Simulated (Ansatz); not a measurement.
## Molecular dynamics, with input and output: TiSi$_{2}$ (part 4 of 4)

TiSi$_{2}$ (Fddd, 24 atoms in the cell); DFT PBEsol, scalar-relativistic, plane waves, PAW, PAW set soft_1, no spin polarisation (Ansatz 0.2.0); cutoff 420 eV, 3×2×2 k-mesh, Fermi–Dirac smearing of 0.17 eV. The structure derives from a Materials Project entry. It belongs to a series of runs on one base structure; here: dynamics from the start.

Geometry of the input (Å; fractional positions):
```
4.8574  0.0000  0.0000
0.0000  8.3701  0.0000
0.0000  0.0000  8.6656
Ti 0.5000  0.5000  0.5000
Ti 0.7500  0.7500  0.7500
Si 0.5000  0.8374  0.5000
Si 0.5000  0.1626  0.5000
Si 0.2500  0.0874  0.2500
Si 0.2500  0.4126  0.2500
Ti 0.0000  0.0000  0.5000
Ti 0.2500  0.2500  0.7500
Si 0.0000  0.3374  0.5000
Si 0.0000  0.6626  0.5000
Si 0.7500  0.5874  0.2500
Si 0.7500  0.9126  0.2500
Ti 0.0000  0.5000  0.0000
Ti 0.2500  0.7500  0.2500
Si 0.0000  0.8374  0.0000
Si 0.0000  0.1626  0.0000
Si 0.7500  0.0874  0.7500
Si 0.7500  0.4126  0.7500
Ti 0.5000  0.0000  0.0000
Ti 0.7500  0.2500  0.2500
Si 0.5000  0.3374  0.0000
Si 0.5000  0.6626  0.0000
Si 0.2500  0.5874  0.7500
Si 0.2500  0.9126  0.7500
```

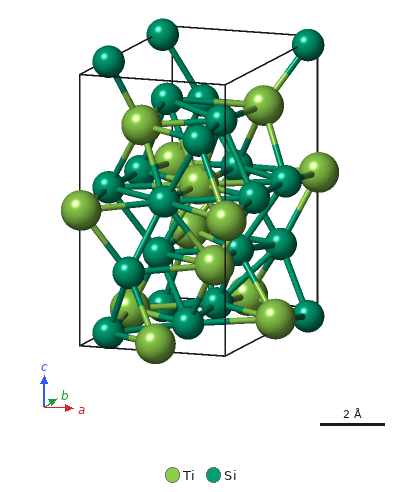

Fig. 1: The geometry at step 128 of the log (ball-and-stick view of the cell of the calculation, seen slightly off an axis).

Trajectory as extended XYZ, continued:
```
24
Lattice="4.8574 0.0000 0.0000 0.0000 8.3701 0.0000 0.0000 0.0000 8.6656" Properties=species:S:1:pos:R:3:forces:R:3 step=98 time_fs=196.0 energy=-29745.52436 temperature=1615.5
Ti    2.3180    4.2621    4.7766    1.2790  -1.4971  -1.1358
Ti    3.6499    6.3214    6.6323   -0.2141   0.0115   1.0996
Si    2.4674    7.0394    4.4497   -0.9681   0.0653   0.4085
Si    2.1865    1.4950    4.5404    0.7921  -0.5877  -0.5317
Si    1.1120    0.7277    2.3572    0.7064  -0.5466  -0.2520
Si    1.1306    3.2542    2.7202    0.2137   0.4778  -0.8200
Ti   -0.0968   -0.2401    4.4539    1.0570   1.1506   0.6172
Ti    1.2974    2.1907    6.7831   -1.0812  -0.5571  -0.8074
Si   -0.2271    2.6897    4.7409   -0.0509  -0.0294  -0.2447
Si   -0.0749    5.3587    4.6454    0.7890   0.4467   0.1542
Si    3.6864    4.7855    2.6818   -0.0723  -1.8143  -1.2183
Si    3.6097    7.0428    2.2198    0.2780   2.6612   1.5252
Ti    0.0089    3.9775    0.4547    1.8588   0.1365  -0.3202
Ti    1.3714    6.0086    2.3649   -1.5052  -0.1351   1.4096
Si    0.2468    6.9897    0.5120   -0.1261  -0.2007  -2.8416
Si    0.2205    1.0114    0.0684   -1.1021   1.3229   0.2364
Si    3.5100    0.7261    6.5805    0.7458  -0.2887  -0.0813
Si    3.6676    3.4872    7.0513    0.0199   0.8864  -2.5491
Ti    2.5915   -0.0154    0.1513   -0.4214  -3.1904   1.0150
Ti    3.6626    2.0588    2.1349    0.1779  -0.6310   3.1652
Si    2.6717    2.3149    0.0497   -0.7830   2.5229   0.9314
Si    2.8542    5.4715    0.2958   -1.5970   0.0788  -0.4447
Si    1.2266    5.0612    6.7482   -0.3588  -0.3303   1.4917
Si    1.1326    7.5993    6.8259    0.3626   0.0478  -0.8072
24
Lattice="4.8574 0.0000 0.0000 0.0000 8.3701 0.0000 0.0000 0.0000 8.6656" Properties=species:S:1:pos:R:3:forces:R:3 step=105 time_fs=210.0 energy=-29745.33265 temperature=1346.9
Ti    2.2478    4.2788    4.8052    2.1401  -1.6331  -1.6240
Ti    3.5537    6.2890    6.6924    1.0434  -0.1601   0.4890
Si    2.3981    7.1710    4.5240    0.1264  -0.6782  -0.0814
Si    2.0445    1.4399    4.5594    2.2004  -0.5047   0.1151
Si    1.0723    0.7843    2.4733    0.9043  -1.0690  -1.3753
Si    1.1413    3.1623    2.7637    0.8471   1.7368  -2.2009
Ti    0.0006   -0.2913    4.4340   -0.5603   1.2358   1.2545
Ti    1.2125    2.1972    6.7763   -0.2135  -0.8989   0.4034
Si   -0.0221    2.7348    4.6528   -2.0521   0.1120   0.9351
Si   -0.0181    5.3457    4.6080   -0.4810   0.6758   0.3333
Si    3.5855    4.6862    2.5980    0.5004   0.1767  -0.0048
Si    3.7478    7.1786    2.2027   -0.4989   1.0662   2.1700
Ti    0.0248    3.9891    0.4727    1.3565   0.1885  -1.0418
Ti    1.3541    5.9491    2.4286   -1.3522   1.2291   0.2523
Si    0.2156    6.9931    0.3499    0.5324  -0.6289  -1.4837
Si    0.2383    1.0777    0.2465   -0.4791   1.1086  -0.5726
Si    3.4939    0.6389    6.6281    0.8401   0.3176  -0.7012
Si    3.5915    3.4137    6.8920    0.9837   1.5492  -2.2464
Ti    2.6956    0.0257    0.1852   -1.8626  -2.4178   0.9505
Ti    3.6583    2.1871    2.1679   -0.0826  -1.9952   2.9855
Si    2.8007    2.4478    0.0095   -1.5505   0.7817   1.1298
Si    2.8951    5.5708    0.3987   -1.6954  -0.1052  -0.6695
Si    1.2430    5.0153    6.8287   -0.7535  -0.2586   1.3219
Si    1.1730    7.5533    6.7801    0.1068   0.1713  -0.3385
24
Lattice="4.8574 0.0000 0.0000 0.0000 8.3701 0.0000 0.0000 0.0000 8.6656" Properties=species:S:1:pos:R:3:forces:R:3 step=112 time_fs=224.0 energy=-29745.56259 temperature=1363.3
Ti    2.3162    4.2364    4.7761    0.3261  -0.6489  -1.6394
Ti    3.5694    6.2695    6.7993    0.9169  -0.3901  -1.3208
Si    2.3022    7.2168    4.6063    2.0496  -1.2611  -0.2526
Si    2.0233    1.4123    4.4792    2.5502  -0.0054   0.9636
Si    1.1158    0.7400    2.4842    0.9468  -1.2037  -1.3558
Si    1.2140    3.1742    2.6352    0.3808   1.5135  -0.9935
Ti    0.0650   -0.3064    4.4073   -1.9805   1.4341   2.0299
Ti    1.1582    2.1489    6.7470    0.4253  -0.8322   0.8973
Si   -0.0020    2.7358    4.6283   -1.5595   0.3656  -0.1836
Si    0.0328    5.3411    4.5809   -0.9195   0.5383   1.0229
Si    3.4776    4.7320    2.5910    1.5151   0.2067  -0.4477
Si    3.8481    7.3182    2.2807   -0.4678   0.1264   0.4305
Ti    0.0538    4.0179    0.4996    0.5764   0.5148  -1.3274
Ti    1.3352    5.9598    2.5608   -1.0994   1.7212  -1.4869
Si    0.2109    6.9952    0.0615   -0.2046  -0.5188   2.0869
Si    0.3576    1.1380    0.3727   -1.2378   0.8518  -1.3921
Si    3.5076    0.6374    6.6548    0.6441   0.2324  -0.4682
Si    3.5221    3.3645    6.6052    1.1934   0.1412   1.5646
Ti    2.7453   -0.0254    0.2844   -1.8604  -0.6280  -0.3195
Ti    3.6745    2.2213    2.2366    0.1985  -2.3907   2.3156
Si    2.7550    2.6329    0.0841   -1.1955   0.1424  -0.4575
Si    2.8300    5.5792    0.3450   -1.5799  -0.2073   0.6671
Si    1.1531    4.9466    6.9162    0.2031  -0.5312   0.1411
Si    1.2282    7.4570    6.7230    0.1786   0.8291  -0.4745
24
Lattice="4.8574 0.0000 0.0000 0.0000 8.3701 0.0000 0.0000 0.0000 8.6656" Properties=species:S:1:pos:R:3:forces:R:3 step=120 time_fs=240.0 energy=-29746.19602 temperature=1774.1
Ti    2.4715    4.1412    4.7020   -1.6853   0.4079  -1.3040
Ti    3.7107    6.2320    6.8492   -0.6440  -0.6797  -2.5665
Si    2.4759    7.1715    4.6098    1.1273  -0.8305  -0.1228
Si    2.1537    1.4103    4.3983    1.3593   0.0073   0.9559
Si    1.2809    0.6386    2.3543    1.0622  -1.0308   1.3710
Si    1.3459    3.3079    2.4871   -0.5921   0.2205   0.2162
Ti    0.0971   -0.2528    4.3867   -0.6529   0.9763   1.9262
Ti    1.1802    2.0743    6.7388    0.5399  -0.5933   0.3364
Si   -0.0738    2.6578    4.5945    0.1033   0.2075  -0.1951
Si    0.0364    5.2818    4.6154   -0.2815   0.6054   0.8563
Si    3.4564    4.7484    2.5639    2.0804   0.4743  -0.8661
Si    3.9425    7.4319    2.2398   -0.7108   0.0085   0.4604
Ti    0.1268    4.0591    0.4630   -0.8125   0.2994  -0.8856
Ti    1.3253    6.0808    2.6707   -0.3780   0.8554  -2.4124
Si    0.1838    6.9883   -0.0792    0.7633   0.1262   3.4500
Si    0.5132    1.1913    0.4016   -2.5922   1.1032  -2.1005
Si    3.5982    0.7259    6.6562    0.3273  -0.3357  -0.1364
Si    3.4882    3.3227    6.5496    1.8107  -0.4265   3.0858
Ti    2.7076   -0.0989    0.3057   -0.9603   0.1785  -1.2810
Ti    3.6952    2.1567    2.4161    0.6211  -1.8648  -0.3326
Si    2.6006    2.8221    0.2214   -0.1772  -0.2274  -0.1241
Si    2.7536    5.5782    0.3226   -1.2762  -0.3499   0.8741
Si    1.1990    4.7979    7.0213    0.5535   0.2954  -1.1751
Si    1.2829    7.4397    6.6217    0.4148   0.5728  -0.0302
24
Lattice="4.8574 0.0000 0.0000 0.0000 8.3701 0.0000 0.0000 0.0000 8.6656" Properties=species:S:1:pos:R:3:forces:R:3 step=128 time_fs=256.0 energy=-29746.65901 temperature=1899.5
Ti    2.4786    4.0454    4.5812    0.0612   0.7810   1.1459
Ti    3.8745    6.1572    6.8032   -1.9195  -0.1949  -0.7382
Si    2.6482    7.0423    4.6268    0.2605  -0.5039  -0.1520
Si    2.2927    1.4258    4.5030    0.7444  -0.6781  -0.3012
Si    1.4393    0.5344    2.3303   -0.1749   0.4155   0.5690
Si    1.3490    3.5121    2.4103   -0.6383  -0.9890   1.4401
Ti    0.1042   -0.1584    4.3603    0.0460   0.6260   1.7461
Ti    1.3180    2.0308    6.7683   -0.2697  -0.2526  -0.8638
Si   -0.0287    2.6947    4.5628    0.4723   0.1638   0.5198
Si    0.0644    5.3172    4.6077   -0.1934   0.2325   0.3963
Si    3.4906    4.8578    2.4068    2.2780  -0.4066   1.3602
Si    3.9676    7.4467    2.1461   -0.6126   0.5822   1.1508
Ti    0.1733    4.0968    0.4410   -2.6636   0.3471  -0.5718
Ti    1.3700    6.2217    2.6933   -0.7912   0.0524  -2.5548
Si    0.1986    6.9797   -0.0017    0.6323   0.2326   1.7937
Si    0.4723    1.3378    0.1952   -1.9928  -0.3146   1.5611
Si    3.6786    0.8041    6.6573    0.4987  -1.0231   0.0387
Si    3.5331    3.2311    6.8416    1.5877   1.0249  -0.3433
Ti    2.5763   -0.1223    0.2591    0.4495   0.2133  -1.4671
Ti    3.7385    2.0638    2.4472    0.1794  -0.4142  -0.9914
Si    2.4735    3.1068    0.3105    0.8727  -1.6301   0.0842
Si    2.5067    5.6323    0.4853   -0.0514   0.3278  -1.8165
Si    1.2104    4.6247    7.1146    1.1082   1.2982  -2.8444
Si    1.3457    7.5144    6.5456    0.1165   0.1097   0.8387
24
Lattice="4.8574 0.0000 0.0000 0.0000 8.3701 0.0000 0.0000 0.0000 8.6656" Properties=species:S:1:pos:R:3:forces:R:3 step=135 time_fs=270.0 energy=-29745.52791 temperature=1660.5
Ti    2.4264    4.0644    4.5307    1.2357   0.9654   1.7063
Ti    3.9452    6.0744    6.8850   -1.9732   0.3601  -1.1177
Si    2.7172    6.9290    4.5528   -0.1010  -0.1939   0.5080
Si    2.4600    1.4632    4.6809    0.9042  -1.2145  -2.4274
Si    1.5007    0.4651    2.4245   -0.1363   1.0391   0.4057
Si    1.3143    3.6284    2.4217   -0.5861  -1.3445   1.5942
Ti    0.0636   -0.0463    4.4224    0.4953   0.1892   0.9338
Ti    1.4438    1.9935    6.7066   -1.8680   0.0264   1.1925
Si    0.0605    2.8006    4.5699   -0.0755  -0.5222   0.0759
Si    0.0377    5.3142    4.5411    0.0964   0.5238   0.8060
Si    3.6812    4.9923    2.4191    0.3741  -0.4866   0.9797
Si    4.0763    7.5158    2.0616   -1.8029   1.3310   2.4415
Ti    0.1332    4.1826    0.4457   -1.4883   0.0227  -1.4112
Ti    1.3776    6.2485    2.5854   -1.6766   0.2205   0.5865
Si    0.2050    6.9655    0.1449    0.4499   0.0341  -0.6076
Si    0.3728    1.3727    0.1567   -1.2893  -0.2136   1.3527
Si    3.7647    0.8379    6.7121    0.5696  -1.3705   0.0453
Si    3.6100    3.1729    7.1257    1.3948   1.3443  -1.6975
Ti    2.4698   -0.0860    0.2058    1.5537   0.3260  -0.5142
Ti    3.7494    1.9456    2.3566    0.2500   0.4866   0.4488
Si    2.4324    3.2342    0.4432    0.8407  -1.8772  -0.5764
Si    2.2836    5.7266    0.6058    2.2312  -0.7363  -3.7507
Si    1.2506    4.4947    6.9748    0.6865   1.5362  -1.4945
Si    1.4286    7.6313    6.5364   -0.0850  -0.4461   0.5204
24
Lattice="4.8574 0.0000 0.0000 0.0000 8.3701 0.0000 0.0000 0.0000 8.6656" Properties=species:S:1:pos:R:3:forces:R:3 step=142 time_fs=284.0 energy=-29744.23522 temperature=1751.9
Ti    2.4682    4.1880    4.5351    1.0162  -0.4117   0.7070
Ti    3.9211    5.9982    6.9657   -1.8333   0.6036  -1.9007
Si    2.6883    6.8868    4.4120    0.1785   0.3709   1.1467
Si    2.6265    1.4063    4.7243    0.1617  -0.4127  -2.0547
Si    1.5868    0.4737    2.4358   -0.7227   0.6141   0.7101
Si    1.1609    3.5436    2.5280    0.3184  -1.0042  -0.3142
Ti   -0.0303    0.0406    4.4671    1.8582  -0.0972   0.8523
Ti    1.4438    1.9645    6.6759   -1.3292  -0.1487   1.6162
Si    0.1071    2.8990    4.6291   -0.4339  -1.6773   0.0865
Si    0.0092    5.2447    4.5059    0.6246   1.5675   1.2163
Si    3.7842    5.1272    2.4386   -0.9720  -0.6487  -0.4787
Si    4.1346    7.6330    2.2015   -1.7612   0.7064   0.5510
Ti    0.0923    4.2611    0.3437    0.3867  -0.6104   0.0967
Ti    1.3731    6.1772    2.4683   -2.7273   1.1716   3.8001
Si    0.1637    6.9212    0.2004   -0.5443   0.8068  -0.2952
Si    0.2702    1.4504    0.1976   -0.3248  -0.3799   0.7983
Si    3.8630    0.8757    6.8384   -0.0935  -1.3527  -0.5974
Si    3.6477    3.2263    7.2495    0.7374   0.5654  -3.3653
Ti    2.3600   -0.0716    0.1243    2.4883   0.4435   0.6660
Ti    3.7506    1.8891    2.3082    0.2504   1.1330   1.2557
Si    2.4789    3.2173    0.4641   -0.8056  -0.9804   0.8895
Si    2.1717    5.7934    0.5647    4.1457  -2.0134  -5.3785
Si    1.2715    4.3569    6.7294    0.0041   2.3912   0.2425
Si    1.5407    7.6886    6.5203   -0.6225  -0.6368  -0.2504
24
Lattice="4.8574 0.0000 0.0000 0.0000 8.3701 0.0000 0.0000 0.0000 8.6656" Properties=species:S:1:pos:R:3:forces:R:3 step=150 time_fs=300.0 energy=-29744.20380 temperature=1793.8
Ti    2.5734    4.3575    4.5923    0.4975  -3.0209  -0.6678
Ti    3.8274    5.9800    6.9098   -0.7122   1.4434  -1.4896
Si    2.5848    6.8064    4.3832    0.6606   1.9596   1.4869
Si    2.8385    1.3133    4.6428   -3.3258   1.2162   0.2940
Si    1.6150    0.5787    2.4993   -1.0396   0.0621  -0.1026
Si    1.0754    3.3192    2.6054    1.2476   0.3286  -0.7671
Ti   -0.1126    0.0982    4.5094    4.6980  -1.5448   2.0019
Ti    1.4043    1.9094    6.6971   -0.5159   1.1156   0.6808
Si    0.0339    2.8709    4.6985   -0.0298  -0.6000   0.1578
Si    0.1064    5.3823    4.5649    0.0503   0.7377   0.8422
Si    3.7670    5.2629    2.4897   -0.6203  -1.3588  -1.1284
Si    4.1216    7.7341    2.4204   -1.2911  -0.4969  -1.9890
Ti    0.0922    4.2683    0.2474    1.2340  -0.1481   1.4942
Ti    1.3098    6.0428    2.4791   -0.3021   1.1464  -0.5989
Si    0.1119    6.9008    0.3079   -0.8417   0.6719  -0.4511
Si    0.1620    1.5756    0.2575    0.9704  -0.8355   0.4929
Si    3.8556    0.9300    6.9864   -0.1939  -1.4437  -1.6706
Si    3.6761    3.3349    7.1828   -0.3268   0.1158  -3.3774
Ti    2.3367   -0.1399    0.0091    1.8790   1.8591   2.6439
Ti    3.7989    1.9249    2.3665   -0.1762   0.7739   1.1044
Si    2.6257    3.1573    0.5259   -1.6450  -0.3233   0.5539
Si    2.2449    5.8120    0.2134    1.2362  -2.1938  -0.5064
Si    1.2901    4.5239    6.5470   -0.3639   0.9947   2.1286
Si    1.6249    7.6695    6.5075   -1.0894  -0.4591  -1.1327
```
